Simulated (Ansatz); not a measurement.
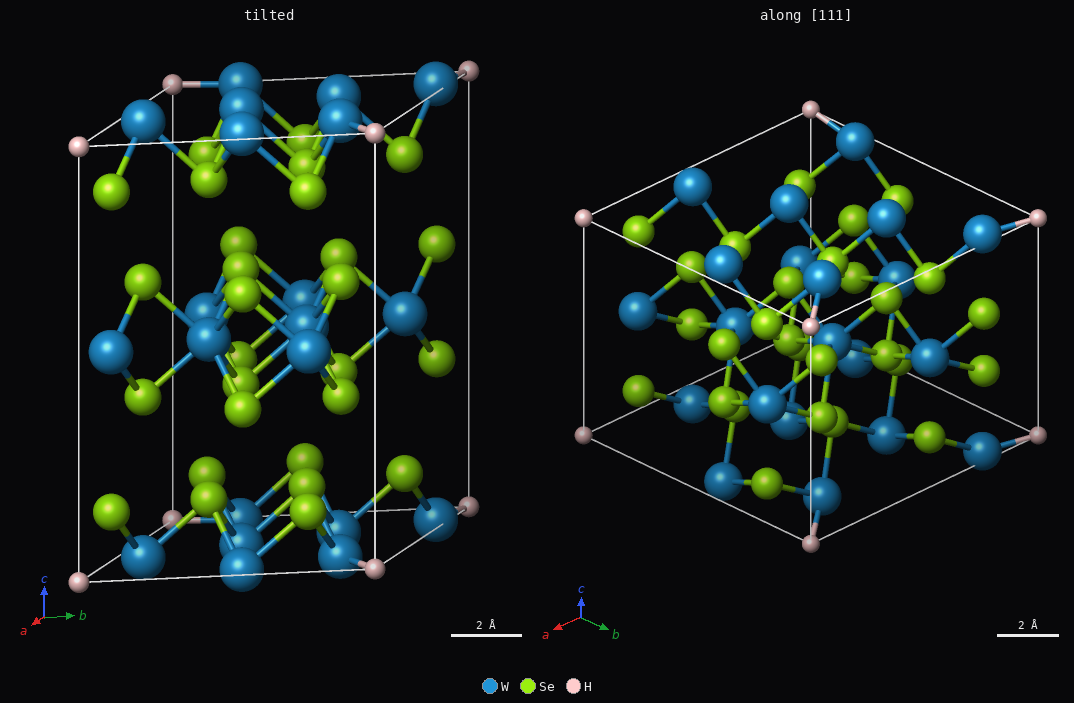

Crystal structure, ball-and-stick style, seen slightly off an axis and along [111]. The simulation cell is outlined; an atom on or near a face, edge or corner is repeated at each equivalent position. Cell: a = 8.676 Å, b = 8.676 Å, c = 12.793 Å, α = 90.00°, β = 90.00°, γ = 120.00°.

Summary of the structure:

- This is HW14Se28.
- Within 0.01 Å the space group is P-6 (No. 174), primitive hexagonal.
- In the cell are 1 H, 14 W, 28 Se, which makes 1 formula unit.
- The neighbours of Se are three W in a trigonal pyramidal arrangement at about 2.5 Å. The neighbours of H are three W in a trigonal planar arrangement at about 1.9 Å. Not all metal-metal contacts are counted.
- The bonds build WSe2 and HW7Se14 layers parallel to (001).

The starting point was a structure listed in the Materials Project, repeated into a supercell with a point defect put in. The atoms were relaxed in a fixed cell with DFT PBE+D3(BJ), scalar-relativistic, plane waves, PAW (Ansatz).
